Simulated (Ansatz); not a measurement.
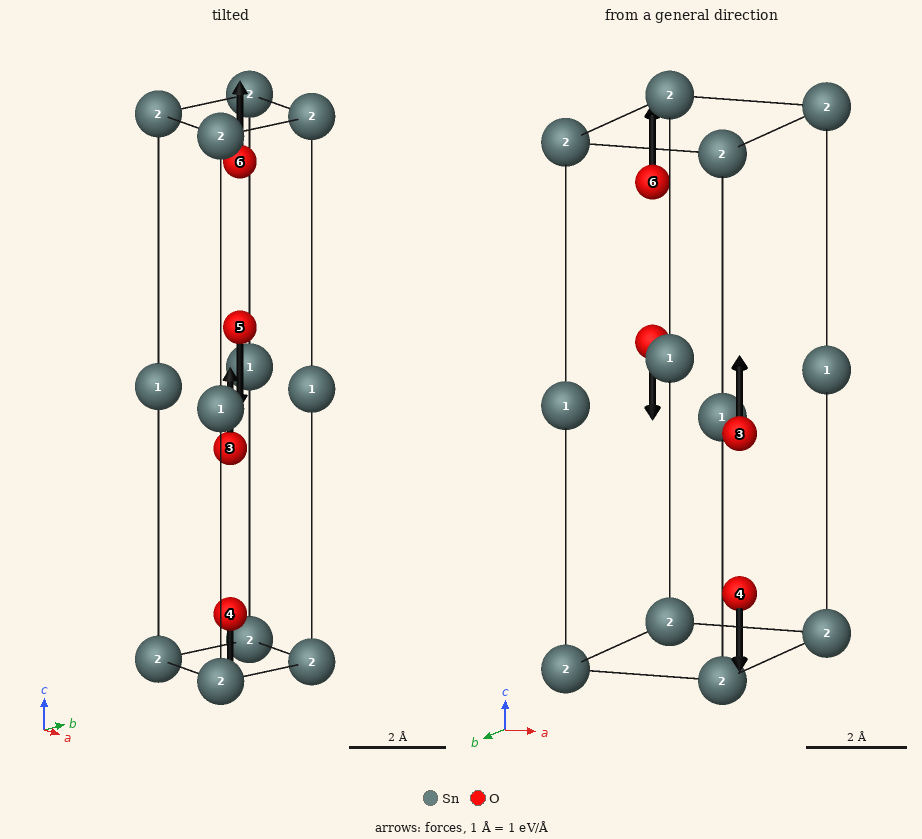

Crystal structure, spheres-only style, seen slightly off an axis and from a general direction. The simulation cell is outlined; an atom on or near a face, edge or corner is repeated at each equivalent position. The arrows are the computed forces on the atoms.

System: SnO$_{2}$. Calculation details: DFT PBE+D3(BJ), scalar-relativistic, plane waves, PAW in Ansatz; plane waves up to 420 eV, k-mesh 12×12×4, Gaussian smearing of 0.05 eV, no spin polarisation.

Question: Would an optimiser stop at this geometry?

Answer: No. The atoms still feel forces of up to about 1.4 eV/Å, far above a usual threshold of 0.01 to 0.03 eV/Å.

Question: Where does the largest force act?

Answer: All O atoms, about 1.4 eV/Å.

The initial geometry was a structure listed in the Materials Project. The cell was then strained or its atoms displaced on purpose. Ansatz was used for an electronic-structure calculation on it.
